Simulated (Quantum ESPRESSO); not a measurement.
System: SnO, space group P4/nmm (No. 129), 4 atoms in the cell; at the first pressure, a = 3.802 Å, c = 4.729 Å (tetragonal axes). Cell and atoms are relaxed at each pressure. Quantum ESPRESSO 7.5; PBEsol, GBRV 1.5 PBEsol, no spin polarisation, no spin-orbit coupling, 5×5×4 k mesh, 1061 eV cutoff, Fermi-Dirac smearing of 0.05 eV.

**How will the gap change from 0 GPa to 10 GPa?**

The gap falls from 0.30 eV at 0 GPa to 0.03 eV at 2 GPa and closes on the mesh between 2 GPa and 5 GPa.

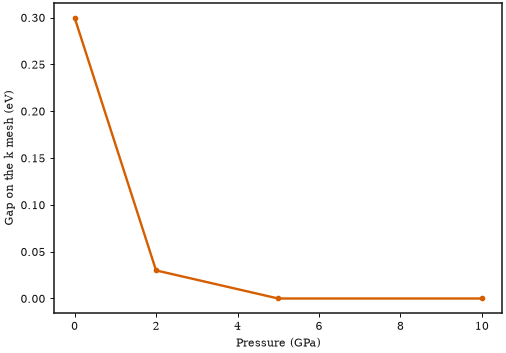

Smallest gap on the k mesh.

```
pressure  gap (eV)  volume (Å³/atom)
   0 GPa      0.30             17.09
   2 GPa      0.03             16.31
   5 GPa      none             15.43
  10 GPa      none             14.52
```

The usual form of SnO is litharge (tetragonal). The k mesh is coarse. An odd mesh through Γ misses points on the zone boundary, where band edges often lie. LDA, GGA and most meta-GGA functionals understate gaps. Gaps under 0.10 eV are within the smearing.
